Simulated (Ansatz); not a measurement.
```
CELL_PARAMETERS angstrom
1.38747 -2.40316 0.00000
1.38747 2.40316 0.00000
0.00000 0.00000 54.63947
ATOMIC_POSITIONS crystal
Al 0.33333 0.66667 0.68750
Al 0.66667 0.33333 0.35417
Al 0.00000 0.00000 0.02083
Al 0.33333 0.66667 0.85417
Al 0.66667 0.33333 0.52083
Al 0.00000 0.00000 0.18750
Al 0.33333 0.66667 0.56250
Al 0.00000 0.00000 0.89583
Al 0.66667 0.33333 0.22917
Al 0.33333 0.66667 0.39583
Al 0.00000 0.00000 0.72917
Al 0.66667 0.33333 0.06250
Al 0.33333 0.66667 0.93750
Al 0.66667 0.33333 0.60417
Al 0.00000 0.00000 0.27083
Al 0.33333 0.66667 0.77083
Al 0.66667 0.33333 0.43750
Al 0.00000 0.00000 0.10417
Al 0.66667 0.33333 0.97917
Al 0.33333 0.66667 0.31250
Al 0.00000 0.00000 0.64583
Al 0.66667 0.33333 0.81250
Al 0.33333 0.66667 0.14583
Al 0.00000 0.00000 0.47917
```

Space group R3m; a point of a scan over the structure, not its minimum; a structure from a database of computed crystals, not necessarily the ambient phase; PAW files of the earlier set (soft_1).

Level of theory: DFT LDA+D3(BJ), scalar-relativistic, plane waves, PAW in Ansatz 0.2.0.

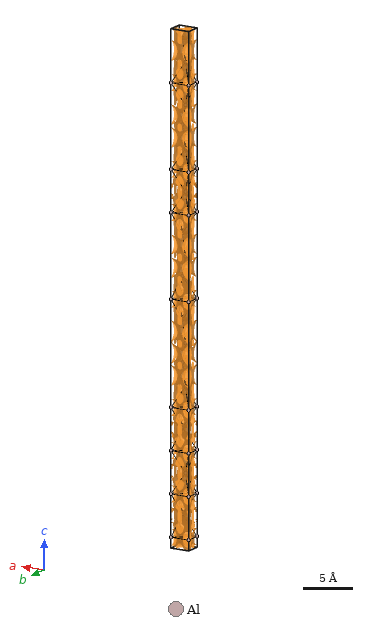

Al. Isosurface of the ELF at 0.55 (orange), seen at an oblique angle. Core shells and regions of very low density are left out. Sticks mark near contacts.

Core electrons are frozen (PAW), and the valence fields are smoothed inside the atomic spheres.

Describe the localisation domains.

The surface consists of one network that runs through the whole crystal, counted in one cell of 24 atoms. Any copies at cell faces, edges or corners count once. There are no localised bonds or lone pairs at this value. Along the contacts the grid gives the following. Al–Al (2.77 Å): the ELF peaks at about 0.65 between the atoms.
